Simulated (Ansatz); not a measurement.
Single-point calculation of AgBr3

AgBr3 (Pm-3n, 8 atoms in the cell), computed with DFT PBE, scalar-relativistic, plane waves, PAW, no spin polarisation (Ansatz 0.2.0).

The structure was made by swapping elements on the sites of another compound; it need not be a known phase. It belongs to a series of runs on one base structure; here: A15 type (Pm-3n, No. 223). Figures and captions count atoms from 1; the log counts them from 0 in places.

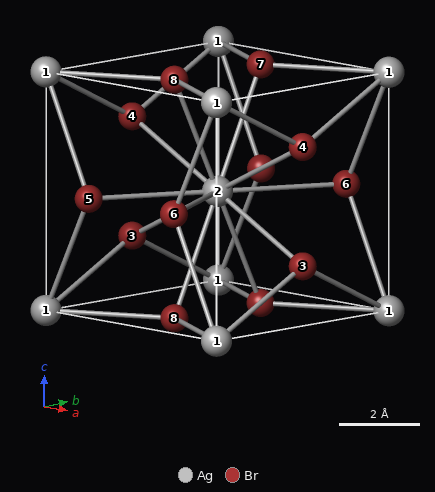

The structure as given in the input (ball-and-stick view of the cell of the calculation, seen at an oblique angle; atoms are numbered from 1 in the order of the input).

Input file:
```yaml
crystal:
  lattice:
    - [6.0813382664, 0.0, 0.0]
    - [0.0, 6.0813382664, 0.0]
    - [0.0, 0.0, 6.0813382664]
  atoms:
    - { symbol: Ag, position: [0.0, 0.0, 0.0] }
    - { symbol: Ag, position: [0.5, 0.5, 0.5] }
    - { symbol: Br, position: [0.0, 0.5, 0.25] }
    - { symbol: Br, position: [0.0, 0.5, 0.75] }
    - { symbol: Br, position: [0.25, 0.0, 0.5] }
    - { symbol: Br, position: [0.75, 0.0, 0.5] }
    - { symbol: Br, position: [0.5, 0.75, 0.0] }
    - { symbol: Br, position: [0.5, 0.25, 0.0] }
basis:
  ecutwfc: 420
kpoints:
  mp_grid: { grid: [4, 4, 4] }
hamiltonian:
  xc: pbe
scf:
  occupations: { method: gaussian, width: 0.1 }
  lower_state_search: "off"
output:
  forces: true
  stress: true
  eigenvalues: true
```

Launch command:
```bash
ansatz run input.yaml --threads 1 --pin off --max-ram 2560MiB --backend cpu --events-out ev --progress --plain --runs-dir out
```

Log:
```
Engine: ansatz 0.2.0, aarch64-unknown-linux-gnu
Pseudopotentials: kind: paw
Pseudopotential: Ag, paw, valence charge 19, recommended cutoff 420 eV (normal), Ag.paw.azcp
Pseudopotential: Br, paw, valence charge 7, recommended cutoff 420 eV (normal), Br.paw.azcp
Functional definition: PBE
  parameter kappa = 0.804
  parameter beta = 0.06672455060314922
  exchange = pbe_x(kappa = kappa, mu = beta*pi^2/3)
  correlation = pbe_c(beta = beta)
Crystal: 8 atoms, lattice volume = 224.904 Å³
Basis set: ecut = 420 eV, 4385 PW (Γ), exchange–correlation on 90×90×90 points (8 copies of the dense FFT grid, shifted against one another)
Bands: 48, of which v1, the nominal top of the filled ones, is band 40 counted from 1 (39 counted from 0)
Symmetry: 48 space group operations
Space group: Pm-3n (ITA 223), of the structure as read, at distance tolerance 6.1e-5 Å
k-points: 10 of 64
Non-local potential: Ag, projectors of the file, l = 0: 3, l = 1: 2, l = 2: 2, l = 3: 1
Non-local potential: Br, projectors of the file, l = 0: 2, l = 1: 2, l = 2: 2
PAW form: soft (Blöchl's): semilocal exchange-correlation on the pseudo side does not see the compensation charge
PAW one-centre angular grid: Ag, 590 points (default); XC on 64 Gauss nodes
PAW one-centre angular grid: Br, 110 points (default); XC on 64 Gauss nodes
Initial density: superposition of atomic densities (neutral atoms: chi_scale 0, normalization atom), corrected by the library's trained network
Initial wavefunctions: pseudopotential atomic-orbital guess
Functional: x = pbe(κ = 0.804, μ = 0.2195149727645171), c = pbe(β = 0.06672455060314922)
SCF iter   1: F=—  HF=-31878.505033 eV  |F-HF|=—  |Δ(HF+E_count)|=         —  Δρ=6.74e-3  dr2=9.37e-2  ethr=1.77e-3  ⟨swp⟩=10.7  Hψ=2194  notcnv=0  defer=3
preconditioner: auto → Kerker (q_TF=auto, 2.297 Å⁻¹)  [metal: Δε(μ)=0.006 eV  Ē_g=8.449 eV  σ=0.100 eV  W_gap=0.03  n_scr=32 (ndim 8)  ℏωp=19.8 eV  f_vac=0.000  D(μ)=6.93/eV (n_scr^D=56)]
SCF iter   2: F=—  HF=-31878.487824 eV  |F-HF|=—  |Δ(HF+E_count)|=   1.72e-2  Δρ=3.51e-3  dr2=3.09e-2  ethr=1.17e-4  ⟨swp⟩=2.3  Hψ=768  notcnv=0  defer=3
SCF iter   3: F=—  HF=-31878.475836 eV  |F-HF|=—  |Δ(HF+E_count)|=   1.20e-2  Δρ=7.68e-4  dr2=2.60e-3  ethr=3.87e-5  ⟨swp⟩=2.5  Hψ=729  notcnv=0  defer=3
SCF iter   4: F=—  HF=-31878.475080 eV  |F-HF|=—  |Δ(HF+E_count)|=   7.56e-4  Δρ=3.65e-4  dr2=3.67e-4  ethr=3.25e-6  ⟨swp⟩=2.8  Hψ=896  notcnv=0  defer=3
SCF iter   5: F=—  HF=-31878.475074 eV  |F-HF|=—  |Δ(HF+E_count)|=   6.54e-6  Δρ=8.39e-5  dr2=2.23e-5  ethr=4.59e-7  ⟨swp⟩=2.3  Hψ=876  notcnv=0  defer=3
SCF iter   6: F=—  HF=-31878.474996 eV  |F-HF|=—  |Δ(HF+E_count)|=   7.74e-5  Δρ=2.81e-5  dr2=3.04e-6  ethr=2.78e-8  ⟨swp⟩=2.5  Hψ=773  notcnv=0  defer=3
SCF iter   7: F=—  HF=-31878.474998 eV  |F-HF|=—  |Δ(HF+E_count)|=   1.59e-6  Δρ=7.07e-6  dr2=1.53e-7  ethr=3.80e-9  ⟨swp⟩=2.0  Hψ=705  notcnv=0  defer=3
SCF iter   8: F=-31878.474998 eV  HF=-31878.474998 eV  |F-HF|=4.13e-9  |Δ(HF+E_count)|=   1.01e-7  Δρ=1.31e-6  dr2=4.94e-9  ethr=1.25e-10  ⟨swp⟩=10.2  Hψ=2086  notcnv=0
SCF 1 converged in 8 iterations: F = -31878.474998 eV  dr2 = 4.94e-9
  greatest PAW one-centre occupation: 1.000 electrons in one spin orbital (limit 2), on the Ag atom at site 1 (counted from 0), in its partial waves of l = 0
SCF converged after 8 iterations
Free energy (F): -31878.474998 eV
Harris-Foulkes:  -31878.474998 eV  (|F-HF|=4.13e-9)
Internal energy: -31878.439587 eV  (E = F + TS)
E sigma→0 (E₀):  -31878.457292 eV
Entropy (-TS):   -0.035411 eV (-4.426 meV/atom)
Fermi energy:    4.393803 eV
--- Per-component energies (eV) ---
  E_band       = -913.424210
  E_kinetic    = 1840.126427
  E_local      = -8366.772214  (includes V_loc(G=0)·N_el)
  E_nonlocal   = 589.834960
  E_hartree    = 3499.443941
  E_xc         = -1939.285373
  E_vxc        = -1068.466116  (∫ρ·V_xc dr)
  E_paw        = -21293.758741  (= ΣΔE_a)
  E_vpaw       = -907.032604  (= ΣTr[D̂ρ^β])
  E_aug_tail   = 0.000658  (compensation charges beyond the density's cutoff)
  E_ewald      = -6208.029244
  E_smearing   = -0.035411  (= −TS)
  E_closure    = 0.000000  (closes the sum)
  Σ components = -31878.474998   (vs F -31878.474998, Δ=0.00e0)
--- Forces (eV/Å), atoms counted from 1 ---
  atom   1  Ag     0.00000000    -0.00000000     0.00000000
  atom   2  Ag     0.00000000    -0.00000000    -0.00000000
  atom   3  Br    -0.00000000     0.00000000     0.00000000
  atom   4  Br    -0.00000000     0.00000000     0.00000000
  atom   5  Br     0.00000000    -0.00000000     0.00000000
  atom   6  Br     0.00000000     0.00000000     0.00000000
  atom   7  Br     0.00000000    -0.00000000     0.00000000
  atom   8  Br    -0.00000000     0.00000000     0.00000000
  max |Σ_I F_I| component: 3.70e-17 eV/Å
--- Stress (GPa, compression-positive) ---
       -2.683711       0.000000       0.000000
       -0.000000      -2.683711      -0.000000
        0.000000       0.000000      -2.683711
  P = ⅓ Tr σ = -2.6837 GPa (-26.837 kbar)
--- Band table (eV; the first three rows and the last of 10) ---
  k-point 0: bands = ["-85.3177", "-85.3177", "-48.8531", "-48.8531", "-48.8531", "-48.8531", "-48.8531", "-48.8531", "-10.2545", "-9.6620", "-9.6620", "-8.8182", "-8.8182", "-8.8182", "0.1276", "0.1276", "0.5918", "1.3115", "1.3115", "1.3115", "1.7624", "1.7624", "1.7624", "2.0910", "2.0910", "2.0910", "2.2646", "2.2646", "2.4832", "2.4832", "3.2927", "3.2927", "3.2927", "3.6129", "3.6129", "3.6129", "4.0514", "4.0514", "4.0514", "5.4283", "5.4283", "5.4283", "5.9262", "6.7318", "10.9512", "10.9512", "10.9512", "11.2900"]
  k-point 1: bands = ["-85.3177", "-85.3177", "-48.8531", "-48.8531", "-48.8531", "-48.8531", "-48.8531", "-48.8531", "-10.1618", "-9.7416", "-9.5694", "-8.9801", "-8.8180", "-8.8180", "0.1710", "0.2182", "0.9052", "1.1785", "1.1785", "1.5655", "1.8169", "2.0106", "2.0106", "2.0300", "2.0504", "2.1753", "2.1753", "2.3314", "2.3640", "2.5491", "2.9638", "2.9638", "3.1355", "3.6554", "3.8381", "3.8381", "3.8731", "3.8731", "3.9613", "4.3988", "5.4359", "5.4359", "6.6460", "6.7351", "10.4701", "11.3202", "11.3202", "11.5176"]
  k-point 2: bands = ["-85.3177", "-85.3177", "-48.8531", "-48.8531", "-48.8531", "-48.8531", "-48.8531", "-48.8531", "-9.9447", "-9.9447", "-9.3091", "-9.3091", "-8.8179", "-8.8179", "0.2046", "0.2046", "1.0955", "1.0955", "1.6865", "1.6865", "1.9407", "1.9407", "2.1001", "2.1001", "2.1986", "2.1986", "2.3857", "2.3857", "2.5838", "2.5838", "2.6659", "2.6659", "3.0162", "3.0162", "3.5939", "3.5939", "3.7848", "3.7848", "4.0273", "4.0273", "5.4371", "5.4371", "6.9832", "6.9832", "10.7059", "10.7059", "11.8293", "11.8293"]
  k-point 9: bands = ["-85.3177", "-85.3177", "-48.8531", "-48.8531", "-48.8531", "-48.8531", "-48.8531", "-48.8531", "-9.3955", "-9.3955", "-9.3955", "-9.3955", "-9.3955", "-9.3955", "0.9151", "0.9151", "1.9286", "1.9286", "1.9286", "1.9286", "2.1014", "2.1014", "2.1014", "2.1014", "2.1014", "2.1014", "2.1495", "2.1495", "2.1495", "2.1495", "2.1495", "2.1495", "3.4366", "3.4366", "3.4366", "3.4366", "3.4366", "3.4366", "3.9710", "3.9710", "3.9710", "3.9710", "8.2013", "8.2013", "11.2252", "11.2252", "11.2252", "11.2252"]
```

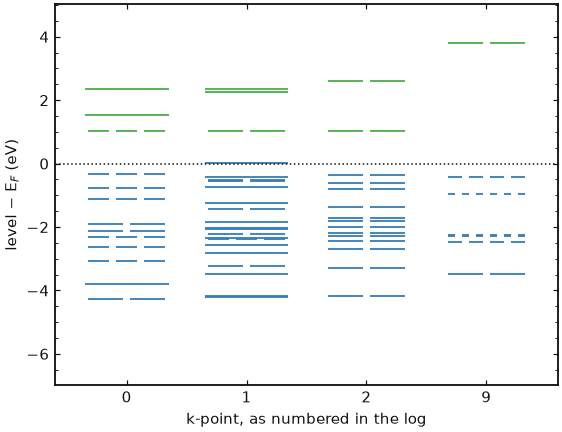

Kohn–Sham levels near the Fermi level (dotted) at the few k-points that the log prints; levels within 0.02 eV of each other stand side by side. The system is metallic on the full mesh.

Key numbers:

| quantity | value |
| --- | --- |
| outcome | converged |
| space group (tolerance 0.01 Å) | Pm-3n (223) |
| electrons treated | 80 |
| free energy | −31878.4750 eV |
| Fermi energy | 4.394 eV |
| gap on the k-point mesh | none (metallic) |
| pressure | −2.68 GPa |
| largest force (length of the vector) | under 0.001 eV/Å |
| hardware | 1 thread of Arm Neoverse V1, 24 GiB of memory available, shared host |
| wall time | 9.4 s |
| peak memory | 0.44 GiB |
